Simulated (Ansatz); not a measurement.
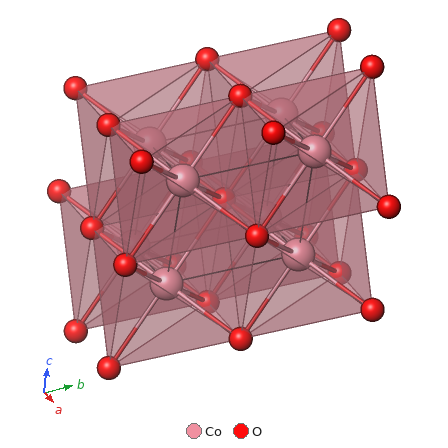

System: CoO, space group R-3m (No. 166). The picture shows the cell.

Starting cell:
```
CELL_PARAMETERS angstrom
1.50547 0.86918 2.43993
-1.50547 0.86918 2.43993
0.00000 -1.73837 2.43993
ATOMIC_POSITIONS crystal
Co 0.00000 0.00000 0.00000
O 0.50000 0.50000 0.50000
```

Method: several magnetic starts of one crystal ranked at fixed atoms, signs over the magnetic atoms (u up, d down), a propagation vector with a half doubling the cell with reversed moments; plane-wave DFT of a periodic cell, U on orthogonalised atomic d orbitals (Ansatz 0.2.0). Level: PBEsol. Hubbard U_eff: Co 3 eV.

```json
{"setting": "cell charge", "value": "0 e"}
{"setting": "exact exchange fraction", "value": "0"}
{"setting": "potentials", "value": "PAW default"}
{"setting": "wave cutoff", "value": "420 eV"}
{"setting": "k mesh", "value": "18x18x18"}
{"setting": "occupation rule", "value": "Gaussian"}
{"setting": "occupation width", "value": "0.05 eV"}
```

The k mesh is that of the cell as given; doubled cells use half as many points along the doubled vectors; key: 1 = ferromagnetic; 2 = antiferromagnetic doubled q=(0 0 1/2).

Describe the result: the energy above the lowest of each magnetic start.

Among these starts the lowest is no. 2; no. 1 is 55.71 meV/atom higher. The largest site moment, in μB, is 2.582 for no. 1 and 2.500 for no. 2. The final order is ferromagnetic for no. 1 and antiferromagnetic for no. 2.

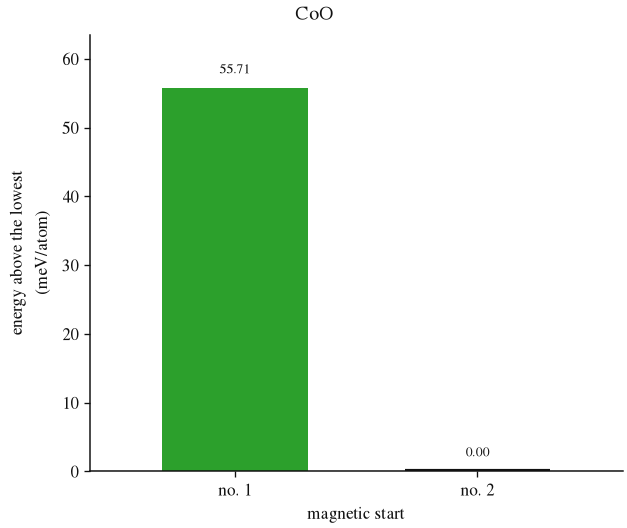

Limits of the calculation: the state may not be the lowest.
